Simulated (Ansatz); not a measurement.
System: CdF₂, space group Fm-3m (No. 225).

The given structure:
```yaml
crystal:
  lattice:
    - [0.00000, 2.69400, 2.69400]
    - [2.69400, 0.00000, 2.69400]
    - [2.69400, 2.69400, 0.00000]
  atoms:
    - { symbol: Cd, position: [0.00000, 0.00000, 0.00000] }
    - { symbol: F, position: [0.25000, 0.25000, 0.25000] }
    - { symbol: F, position: [0.75000, 0.75000, 0.75000] }
```

How it was computed, with Ansatz 0.2.0: all atoms of one element of a crystal moved along a line, all else fixed, by plane-wave density functional theory with PAW datasets, free energies less that of the undisturbed cell, pressure positive in compression; scalar-relativistic. Level: PBE, no spin polarisation.

wave cutoff 420 eV; k mesh 8×8×8; occupations Gaussian; smearing width 0.05 eV; k shift (0, 0, 0) (mesh steps); start as given; moved element Cd; direction (0.5774, 0.5774, 0.5774) (Cartesian unit vector).

The points at displacement −0.225, −0.075, 0.15 and 0.3 follow from computed ones by symmetry.

Describe the result: the energy change, force along the direction (sum over moved atoms) and pressure against displacement. The displacement takes the values −0.3000, −0.2250, −0.1500, −0.0750, 0.0000, 0.0375, 0.0750, 0.1125, 0.1500, 0.1875, 0.2250, 0.2625, 0.3000 Å.

The energy rises on both sides of the starting structure, which is therefore a minimum along this path. The energy change is 0.2949 eV/cell at displacement −0.3000 Å and 0.2949 eV/cell at 0.3000 Å; the lowest computed point is at displacement 0.0000 Å (0.0000 eV/cell), and no other minimum shows. The force along the direction (sum over moved atoms) falls from 2.36 eV/Å at displacement −0.3000 Å to −2.36 eV/Å at 0.3000 Å, and changes sign near 0.000 Å. The pressure goes from 10.897 GPa at displacement −0.3000 Å to 10.897 GPa at 0.3000 Å, not monotonically, with a low of 5.456 GPa at 0.0000 Å.

```json
{"displacement (Å)": "-0.3000", "energy change (eV/cell)": "0.2949", "force along the direction (sum over moved atoms) (eV/Å)": "2.36", "pressure (GPa)": "10.897"}
{"displacement (Å)": "-0.2250", "energy change (eV/cell)": "0.1518", "force along the direction (sum over moved atoms) (eV/Å)": "1.51", "pressure (GPa)": "8.385"}
{"displacement (Å)": "-0.1500", "energy change (eV/cell)": "0.0632", "force along the direction (sum over moved atoms) (eV/Å)": "0.89", "pressure (GPa)": "6.717"}
{"displacement (Å)": "-0.0750", "energy change (eV/cell)": "0.0152", "force along the direction (sum over moved atoms) (eV/Å)": "0.41", "pressure (GPa)": "5.765"}
{"displacement (Å)": "0.0000", "energy change (eV/cell)": "0.0000", "force along the direction (sum over moved atoms) (eV/Å)": "0.00", "pressure (GPa)": "5.456"}
{"displacement (Å)": "0.0375", "energy change (eV/cell)": "0.0038", "force along the direction (sum over moved atoms) (eV/Å)": "-0.20", "pressure (GPa)": "5.533"}
{"displacement (Å)": "0.0750", "energy change (eV/cell)": "0.0152", "force along the direction (sum over moved atoms) (eV/Å)": "-0.41", "pressure (GPa)": "5.765"}
{"displacement (Å)": "0.1125", "energy change (eV/cell)": "0.0347", "force along the direction (sum over moved atoms) (eV/Å)": "-0.64", "pressure (GPa)": "6.157"}
{"displacement (Å)": "0.1500", "energy change (eV/cell)": "0.0632", "force along the direction (sum over moved atoms) (eV/Å)": "-0.89", "pressure (GPa)": "6.717"}
{"displacement (Å)": "0.1875", "energy change (eV/cell)": "0.1017", "force along the direction (sum over moved atoms) (eV/Å)": "-1.17", "pressure (GPa)": "7.455"}
{"displacement (Å)": "0.2250", "energy change (eV/cell)": "0.1518", "force along the direction (sum over moved atoms) (eV/Å)": "-1.51", "pressure (GPa)": "8.385"}
{"displacement (Å)": "0.2625", "energy change (eV/cell)": "0.2154", "force along the direction (sum over moved atoms) (eV/Å)": "-1.90", "pressure (GPa)": "9.526"}
{"displacement (Å)": "0.3000", "energy change (eV/cell)": "0.2949", "force along the direction (sum over moved atoms) (eV/Å)": "-2.36", "pressure (GPa)": "10.897"}
```

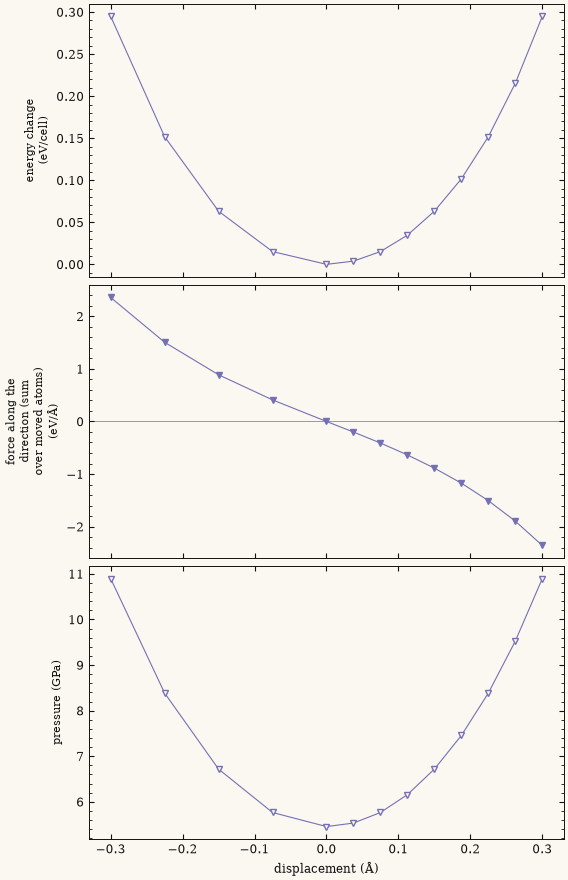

Keep in mind: reference crystal is not relaxed.
